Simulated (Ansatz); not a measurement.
# A series of single points on P

System: P (R-3m, 2 atoms in the cell).
Method: Kohn-Sham DFT of a periodic cell, BHLYP, Ansatz PAW small core, no spin polarisation (Ansatz 0.2.0).

The 5 runs differ only in the geometry, by an even scaling of the cell at fixed fractional positions. The structure derives from a Materials Project entry.

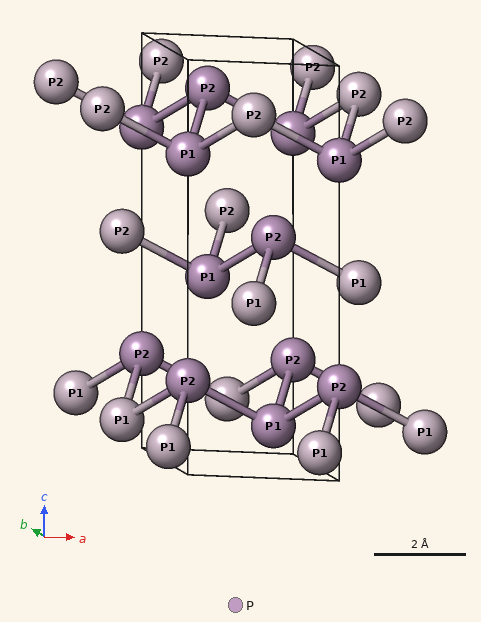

Figure 1. The structure of run 3 (ball-and-stick view of the cell 3 times as large as that of the calculation, set on its symmetry axes, seen slightly off an axis; neighbours outside the cell are drawn fainter; atoms are numbered from 1 in the order of the input).

## Input of run 3
```yaml
crystal:
  lattice:
    - [1.7136762205, 0.9893914272, 3.1078286872]
    - [-1.7136762205, 0.9893914272, 3.1078286872]
    - [0.0, -1.9787828544, 3.1078286872]
  atoms:
    - { symbol: P, position: [0.77291975, 0.77291975, 0.77291975] }
    - { symbol: P, position: [0.22708025, 0.22708025, 0.22708025] }
hamiltonian:
  xc: { name: BHLYP }
  pseudopotentials: { kind: paw, core: small }
kpoints:
  mp_grid: { grid: [5, 5, 5] }
scf:
  occupations: { method: methfessel_paxton, width: 0.1 }
output:
  forces: true
  stress: true
  eigenvalues: true
```

Command:
```bash
ansatz run input.yaml --threads 1 --pin off --max-ram 2560MiB --backend cpu --events-out ev --progress --plain --runs-dir out
```

Lattice vectors (Å) and fractional positions of run 3:
```
   1.713676    0.989391    3.107829
  -1.713676    0.989391    3.107829
   0.000000   -1.978783    3.107829
P   0.772920  0.772920  0.772920
P   0.227080  0.227080  0.227080
```

Run 4 differs from it as follows:
```diff
-    - [1.7136762205, 0.9893914272, 3.1078286872]
-    - [-1.7136762205, 0.9893914272, 3.1078286872]
-    - [0.0, -1.9787828544, 3.1078286872]
+    - [1.7248042999, 0.9958162269, 3.1280099585]
+    - [-1.7248042999, 0.9958162269, 3.1280099585]
+    - [0.0, -1.9916324537, 3.1280099585]
```

## Results, with one run withheld

```tsv
run	volume per atom (Å³)	free energy per atom, from the lowest run given (meV)	pressure (GPa)	gap on the mesh (eV)
1	14.568	98.12	15.62	0.00
2	15.498	30.38	8.38	0.00
3	15.808	16.68	5.82	0.00
4	16.118	?	?	?
5	16.428	0.00	2.52	1.11
```

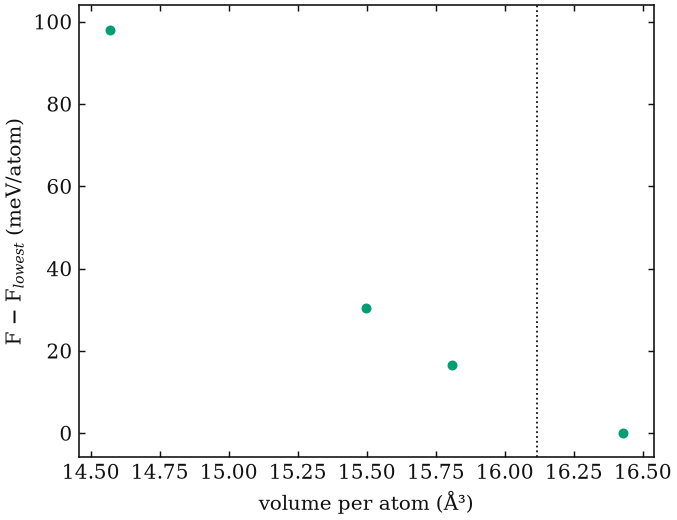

Figure 2. Free energy per atom of the runs given; the dotted line marks run 4.

Estimate the energy of run 4 from the others.

A quadratic polynomial in V^(−2/3) (the Birch–Murnaghan form), fitted to the 4 runs given, misses them by at most 0.04 meV per atom. With x = V^(−2/3) − 0.16051 Å⁻², it reads F = 27.798 + 7067 x + 3.899e+05 x² (meV per atom). At run 4 it gives 6.62 meV per atom, and the run itself gives 7.72. The slope of the fit gives a pressure −dF/dV of 4.27 GPa there, and the run prints 3.49 GPa. The two needn't agree exactly: the fit is approximate, and the printed stress is taken on a finite basis. The fit has no minimum inside this range. So low a polynomial doesn't follow these energies more closely. The gap on the mesh lies between 0.00 eV (run 1) and 1.11 eV (run 5); run 4 has 0.00 eV. These are gaps of this functional on this mesh, which can miss the band edges; they aren't the measured gap.

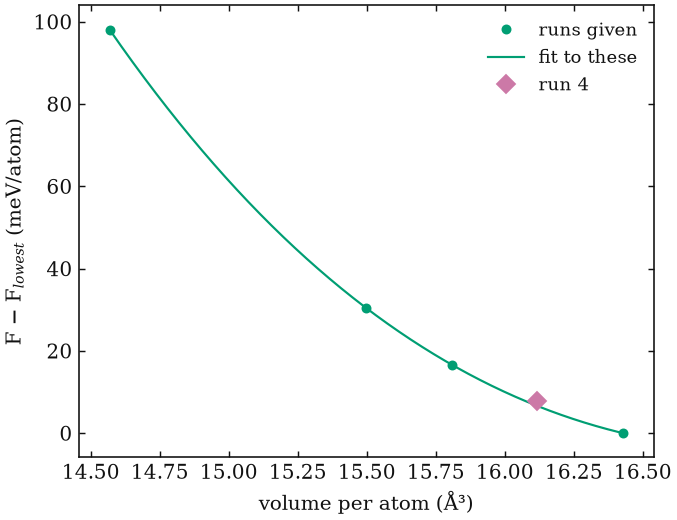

Figure 3. The fit and the withheld run.

## Output, shortened to warnings, some set-up lines, iterations and results (run 4)
```
Warning: output.stress: scf.convergence.dr2_threshold = 1e-7 eV (the SCF's general default) is looser than the 2e-10 eV advised for a printed stress (1e-10 eV for each atom of the cell: 2). What an SCF threshold leaves in a stress goes as its square root, and in the free energy as the threshold itself, and one threshold admits the most on a small cell: of the crystals measured, under no hybrid …
Warning: output.stress: scf.exx.energy_threshold = 1e-6 eV is looser than the 2e-8 eV advised for a stress under a hybrid functional (1e-8 eV for each atom of the cell: 2). Every SCF of the exchange loop can meet its threshold on dr2 while the loop round them stops early: no threshold on dr2 bounds what that leaves in the stress. Set scf.exx.energy_threshold to 2e-8 eV or tighter. The threshold …
Basis set: ecut = 420 eV, 629 PW (Γ), exchange–correlation on 50×50×50 points (8 copies of the dense FFT grid, shifted against one another)
Symmetry: 12 space group operations
k-points: 19 of 125
Initial density: superposition of atomic densities (neutral atoms: chi_scale 0, normalization atom), corrected by the library's trained network
[...]
SCF iter   1: F=—  HF=-1518.998971 eV  |F-HF|=—  |Δ(HF+E_count)|=         —  Δρ=1.03e-2  dr2=4.16e-2  ethr=1.77e-3  ⟨swp⟩=8.6  Hψ=888  notcnv=0
SCF iter   2: F=—  HF=-1518.983021 eV  |F-HF|=—  |Δ(HF+E_count)|=   1.60e-2  S|Δr|=    0.00e0  Δρ=3.86e-3  dr2=5.76e-3  ethr=4.16e-4  ⟨swp⟩=2.1  Hψ=307  notcnv=0
SCF iter   3: F=—  HF=-1518.981036 eV  |F-HF|=—  |Δ(HF+E_count)|=   1.98e-3  S|Δr|=    0.00e0  Δρ=4.46e-4  dr2=4.82e-5  ethr=4.59e-7  ⟨swp⟩=3.1  Hψ=684  notcnv=0
SCF iter   4: F=—  HF=-1518.981041 eV  |F-HF|=—  |Δ(HF+E_count)|=   4.79e-6  S|Δr|=    0.00e0  Δρ=1.73e-4  dr2=5.91e-6  ethr=4.59e-7  ⟨swp⟩=2.3  Hψ=281  notcnv=0
SCF iter   5: F=—  HF=-1518.981044 eV  |F-HF|=—  |Δ(HF+E_count)|=   3.39e-6  S|Δr|=    0.00e0  Δρ=2.80e-5  dr2=1.91e-7  ethr=5.91e-8  ⟨swp⟩=2.1  Hψ=271  notcnv=0
[... 31 lines ...]
SCF iter  12: F=-1518.197099 eV  HF=-1518.197099 eV  |F-HF|=1.25e-11  |Δ(HF+E_count)|=  1.90e-10  S|Δr|=    0.00e0  Δρ=2.07e-7  dr2=4.33e-11  ethr=1.76e-12  ⟨swp⟩=4.0  Hψ=414 …
SCF 5 converged in 12 iterations: F = -1518.197099 eV  dr2 = 4.33e-11
SCF iter   1: F=—  HF=-1518.197099 eV  |F-HF|=—  |Δ(HF+E_count)|=         —  Δρ=1.83e-6  dr2=8.40e-10  ethr=2.10e-9  ⟨swp⟩=3.7  Hψ=460  notcnv=0
SCF iter   2: F=-1518.197099 eV  HF=-1518.197099 eV  |F-HF|=9.60e-11  |Δ(HF+E_count)|=   1.12e-9  S|Δr|=    0.00e0  Δρ=1.12e-6  dr2=2.73e-10  ethr=5.52e-12  ⟨swp⟩=3.3  Hψ=370 …
SCF 6 converged in 2 iterations: F = -1518.197099 eV  dr2 = 2.73e-10
  Residual-converged pass: ⟨swp⟩=2.9  Hψ=314  notcnv=0  max |occ|·‖R‖ = 2.6e-7 eV (tolerance 2.7e-7 eV)  dr2=2.74e-10  dr2_onsite=6.53e-12  max |Δocc| = 3.0e-14
hybrid outer 5: dexx = +2.164e-9 eV, tail = 6.07e-10 eV, Δε = 1.72e-4 eV (about 3.41e-5 eV left of the loop's levels), ΔF = 3.53e-4 eV/Å (tail 1.23e-4)
hybrid SCF converged: 5 outer / 28 inner (+7 warm-up), last move |dexx| = 2.16e-9 eV, tail = 6.07e-10 eV
Stability not checked: this state was not tested for a lower state beside it, because the functional holds exact exchange (a hybrid, or Hartree-Fock), whose exchange loop this test does not read (fock_operator; see scf.lower_state_search)
Free energy (F): -1518.197099 eV
Frozen-core exchange: fock
Harris-Foulkes:  -1518.197099 eV  (|F-HF|=9.60e-11)
Internal energy: -1518.196196 eV  (E = F + TS)
E sigma→0 (E₀):  -1518.196873 eV
Entropy (-TS):   -0.000903 eV (-0.451 meV/atom)
Fermi energy:    11.331490 eV
Step filling:    the computed levels leave a gap of 0.0000 eV = 0.0 smearing widths at the electron count; against every level under it full and every level over it empty, smearing changes F+E_penalty+E_count by -0.903 meV and its σ→0 estimate by -0.677 meV
--- Per-component energies (eV) ---
  E_band       = 6.476528
  E_kinetic    = 141.684358
  E_local      = -76.758760  (includes V_loc(G=0)·N_el)
  E_nonlocal   = 68.310164
  E_hartree    = 17.487421
  E_xc         = -65.353908
  E_vxc        = -64.072217  (∫ρ·V_xc dr)
  E_exx        = -40.443688  (= α·E_x^exact, valence–valence)
  E_paw        = -1163.498456  (= ΣΔE_a)
  E_vpaw       = -16.774549  (= ΣTr[D̂ρ^β])
  E_aug_tail   = 0.000007  (compensation charges beyond the density's cutoff)
  E_ewald      = -399.397229
  E_core_change = -0.226105  (= ΣΔE_core)
  E_smearing   = -0.000903  (= −TS)
  E_closure    = 0.000000  (closes the sum)
  Σ components = -1518.197099   (vs F -1518.197099, Δ=-2.27e-13)
--- Forces (eV/Å), atoms counted from 1 ---
  atom   1  P      0.00000000     0.00000000     0.80159128
  atom   2  P      0.00000000    -0.00000000    -0.80159128
  max |Σ_I F_I| component: 1.16e-17 eV/Å
--- Stress (GPa, compression-positive) ---
        2.639305       0.000000      -0.000000
        0.000000       2.639305       0.000000
       -0.000000       0.000000       5.197309
  P = ⅓ Tr σ = 3.4920 GPa (34.920 kbar)
```

The program warns: the exchange loop's threshold is looser than advised for the stress; the SCF threshold is looser than advised for the printed stress. Points of doubt noted for this run: forces on files of another functional.
